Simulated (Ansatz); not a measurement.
A series of calculations on Sn

## 1. Relaxation

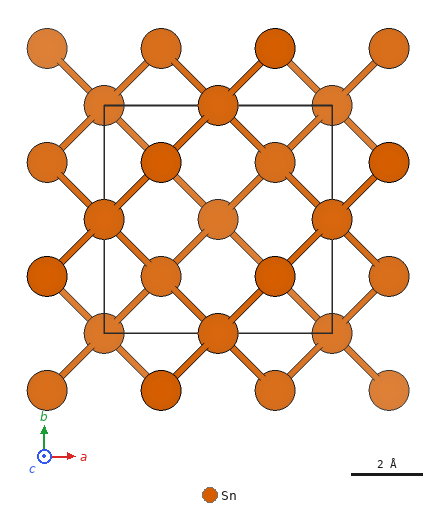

Solid Sn (set up in Fd-3m), before the relaxation. The picture is a ball-and-stick view of the conventional cell (4 times the calculation's cell), seen along the c axis. Lengths and directions refer to the drawn axes.

The calculation used DFT PBEsol, scalar-relativistic, plane waves, PAW (Ansatz 0.2.0).

Input file:
```yaml
crystal:
  lattice:
    - [0.0, 3.2456, 3.2456]
    - [3.2456, 0.0, 3.2456]
    - [3.2456, 3.2456, 0.0]
  atoms:
    - { symbol: Sn, position: [0.5, 0.5, 0.5] }
    - { symbol: Sn, position: [0.75, 0.75, 0.75] }
basis:
  ecutwfc: 420
kpoints:
  mp_grid: { grid: [12, 12, 12] }
hamiltonian:
  xc: pbesol
scf:
  occupations: { method: gaussian, width: 0.1 }
output:
  forces: true
  stress: true
  eigenvalues: true
  write_density: true
  write_potential: true
  elf: true
  volumetric_format: npy
relax:
  adjacent_minimum: "off"
  f_tol: 0.005
  max_steps: 80
  cell: { stress_tol: 0.05 }
```

Launched with:
```bash
ansatz run input.yaml --threads 4 --pin off --max-ram 9216MiB --backend cpu --events-out ev --progress --plain --runs-dir out
```

Q: What does the optimiser find from here?

A: The atoms keep their places relative to the cell (all moves are under 0.005 Å). Cell: a = b = c 6.491 → 6.542 Å (+0.8 %). Volume +2.3 %. Some distances before and after: Sn1–Sn2 2.811 → 2.833 Å. The space group stays Fd-3m (No. 227). The energy falls by 2.4 meV per atom in 2 accepted moves (3 points after the start). All forces vanish by symmetry, so only the cell relaxes. The pressure goes from 0.99 to −0.02 GPa. At 1 point the geometry stayed and the basis and grid were re-selected for the new cell (energy shift of 0.1 meV per atom at most each time).

History of the run:

| step | E − E(0), meV/atom | pressure, GPa | volume, Å³/atom | note |
| --- | --- | --- | --- | --- |
| 0 | 0.00 | 0.99 | 34.189 |  |
| 1 | -1.49 | -0.49 | 35.406 |  |
| 2 | -2.23 | -0.02 | 34.991 |  |
| 3 | -2.36 | -0.02 | 34.991 | same geometry, new basis |

## 2. Dynamics

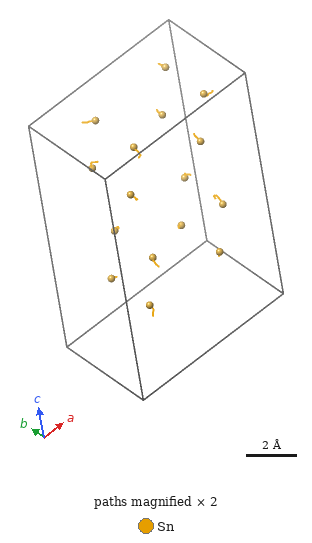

A Born-Oppenheimer molecular dynamics run of a 16-atom cell of Sn (set up in Fd-3m), 102 fs long. Lines trace each atom's path, in the colour of its element; spheres stand at the starting positions. The excursions are magnified 2 times. Seen slightly off an axis in the reduced simulation cell.

These are results of Ansatz, DFT PBEsol, scalar-relativistic, plane waves, PAW, not measurements. Set-up: plane-wave cutoff 420 eV; k-point mesh 2 × 2 × 2; Fermi-Dirac smearing 0.0517 eV; volume 1.01 times that of the relaxed crystal; Langevin thermostat (NVT); set temperature 600 K; time step 3 fs; friction 0.02 per fs.

### Describe the motion.

In the second half of the run the atoms are, in the root-mean-square, this far from where they began (common drift taken out): Sn 0.16 Å. The run lasts only 102 fs, too short to tell vibration from diffusion. Over the second half the temperature averages 562 K (spread ±125 K). The temperature is still climbing (508 K in the second quarter, 674 K in the last), so the run isn't equilibrated. The potential energy is still drifting at the end, so the run hasn't reached equilibrium. The potential energy in the second half lies on average 58.8 meV per atom above the first frame. The mean pressure there is 0.3 GPa.

## 3. Dynamics

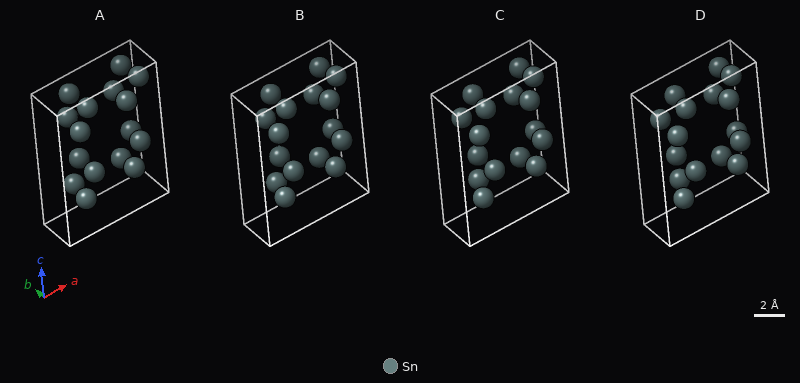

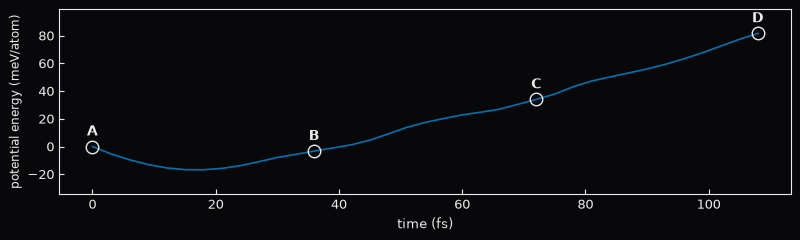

A Born-Oppenheimer molecular dynamics run of a 16-atom cell of Sn, 108 fs long. It starts from the last geometry of an earlier run, with fresh velocities. Frames (A at 0 fs, B at 36 fs, C at 72 fs, D at 108 fs) and the history of the run. Style: spheres-only. Shown: the reduced simulation cell, slightly off an axis. Lengths and directions refer to the drawn axes.

Method: DFT PBEsol, scalar-relativistic, plane waves, PAW in Ansatz. Set-up: plane-wave cutoff 420 eV; k-point mesh 2 × 2 × 2; Fermi-Dirac smearing 0.129 eV; volume 1.04 times that of the relaxed crystal; Langevin thermostat (NVT); set temperature 1500 K; time step 3 fs; friction 0.02 per fs.

Input file:
```yaml
crystal:
  lattice:
    - [-6.6276415737, -6.6276415737, 0.0]
    - [0.0, -6.6276415737, 6.6276415737]
    - [-6.6276415737, 0.0, 6.6276415737]
  atoms:
    - { symbol: Sn, position: [0.7539572301, 0.2654529183, 0.2483377634] }
    - { symbol: Sn, position: [0.2593157192, 0.2531084127, 0.216500712] }
    - { symbol: Sn, position: [0.7467778398, 0.7550668119, 0.2399519294] }
    - { symbol: Sn, position: [0.2686438626, 0.7438633592, 0.2426897078] }
    - { symbol: Sn, position: [0.7406912668, 0.2603261928, 0.767117307] }
    - { symbol: Sn, position: [0.2623167038, 0.2427846332, 0.7296618179] }
    - { symbol: Sn, position: [0.7396799127, 0.757546958, 0.7612252567] }
    - { symbol: Sn, position: [0.2635382867, 0.7263836853, 0.7605449988] }
    - { symbol: Sn, position: [0.3908717009, 0.3723251425, 0.3461903322] }
    - { symbol: Sn, position: [0.8632747403, 0.3877328667, 0.3859606348] }
    - { symbol: Sn, position: [0.3712526276, 0.8735418625, 0.3751927153] }
    - { symbol: Sn, position: [0.8899949362, 0.8549524178, 0.3750945372] }
    - { symbol: Sn, position: [0.3878814142, 0.3797734926, 0.8403685654] }
    - { symbol: Sn, position: [0.9017126067, 0.3626185277, 0.8703733737] }
    - { symbol: Sn, position: [0.3383065896, 0.8829697009, 0.8833014908] }
    - { symbol: Sn, position: [0.8607836524, 0.8819909031, 0.8848385431] }
basis:
  ecutwfc: 420
kpoints:
  mp_grid: { grid: [2, 2, 2], shift: [0.5, 0.5, 0.5] }
hamiltonian:
  xc: pbesol
scf:
  occupations: { method: fermi_dirac, width: 0.1293 }
  lower_state_search: "off"
  convergence: { dr2_threshold: 1.0e-07 }
output:
  forces: true
  stress: true
md:
  timestep: 3.0
  n_steps: 36
  ensemble: nvt_langevin
  temperature: 1500.0
  initial_velocities: maxwell_boltzmann
  seed: 68206
  friction: 0.02
```

Run as
```bash
ansatz run input.yaml --threads 4 --pin off --max-ram 9216MiB --backend cpu --events-out ev --progress --plain --runs-dir out
```

**What happens in this trajectory?**

Root-mean-square distances from the starting positions over the second half, with the common drift of all atoms taken out: Sn 0.31 Å. The run lasts only 108 fs, too short to tell vibration from diffusion. Over the second half the temperature averages 1175 K (spread ±193 K). The temperature is still falling (1610 K in the second quarter, 1100 K in the last), so the run isn't equilibrated. The potential energy is still drifting at the end, so the run hasn't reached equilibrium. The potential energy in the second half lies on average 46.6 meV per atom above the first frame. The mean pressure there is −0.4 GPa.

The run took 13 min on 4 threads of AMD EPYC (Zen 3) (shared host), peak memory 1.9 GiB.
